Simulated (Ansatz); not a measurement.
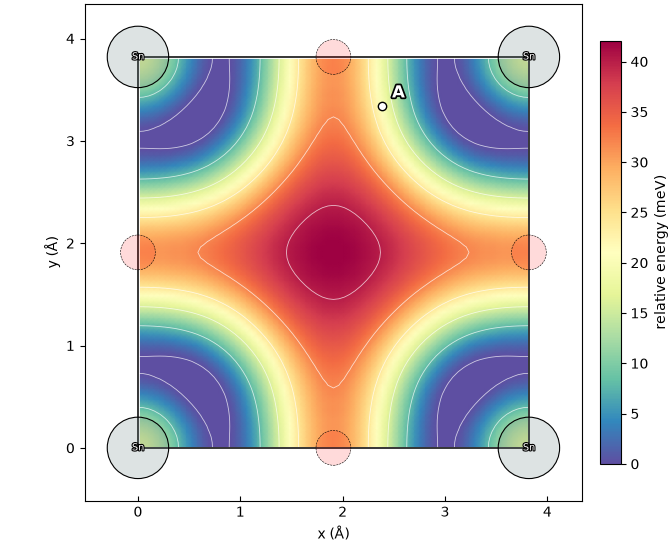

H on a two-dimensional sheet of SnO (4 atoms of substrate and one adsorbate in a 1 × 1 cell). H is moved over the surface cell at a fixed height above a rigid substrate; the origin of the map has the adsorbate above Sn4; the height is held at 2.50 Å. Places are given modulo a cell vector. The map is drawn in real space over the plane of the surface. The grid has 8 × 8 points; 15 points were computed and 49 follow by symmetry. All energies are given in meV relative to the lowest grid point. With one adsorbate in each 1 × 1 cell, its nearest image is 3.8 Å away, so neighbouring adsorbates interact. At a fixed height the lowest place need not be the adsorption site. These are results of DFT PBE+D3(BJ), scalar-relativistic, plane waves, PAW in Ansatz 0.2.0, not measurements. Settings: cutoff 420 eV, k-mesh 7×7×1, gaussian smearing 0.05 eV, spin-polarised.

In the figure: a smooth colour map with a few white contour lines, labelled circles for the atoms of the top layer and small ones for the second layer, the outline of one cell of the plane, the point A. Between grid points the surface is interpolated.

Is A at rest? If not, where is it pushed?

Answer. A, at (5/8, 7/8) of the cell vectors, is not a stationary point. The computed force is 0.042 eV/Å in the plane, pointing right in the picture (components 0.041 and 0.009 eV/Å).

PAW datasets: the set soft_1.
